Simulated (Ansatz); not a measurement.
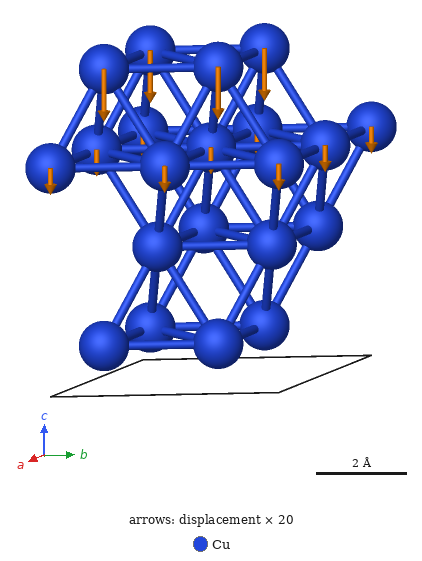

This is a constrained relaxation of a slab of composition Cu (cut from the Fm-3m phase). The starting structure is drawn; orange arrows show the displacements, 20 times their true length.

A ball-and-stick model of the cell of the calculation, outlined in the plane, without the vacuum, seen slightly off an axis.

Case: clean slab, lower half held. The slab is the (1 1 1) face of Cu. 8 atoms are held fixed.

Theory: DFT PBE, scalar-relativistic, plane waves, PAW (Ansatz 0.2.0). Set-up: plane-wave cutoff 420 eV; k-point mesh 6 × 6 × 1; occupations gaussian; smearing width 0.1 eV; no spin polarisation; dipole correction; atoms relaxed in a fixed cell; force threshold 0.03 eV/Å; at most 70 steps.

**What did the optimiser do to the structure, and how much energy did it gain?**

The largest moves, 0.060 Å, are those of Cu atoms. The lattice vectors keep their values. Some distances before and after: Cu–Cu 2.567 → 2.543 Å. After 2 geometry steps the energy has fallen by 13.4 meV per cell of the calculation. Largest force component: 0.1 eV/Å at the start, 0.0029 eV/Å at the end. Cost: 69 s on 4 threads of AMD EPYC 7R43 64-Core Processor (Zen 3) (shared host), peak memory 2.3 GiB.
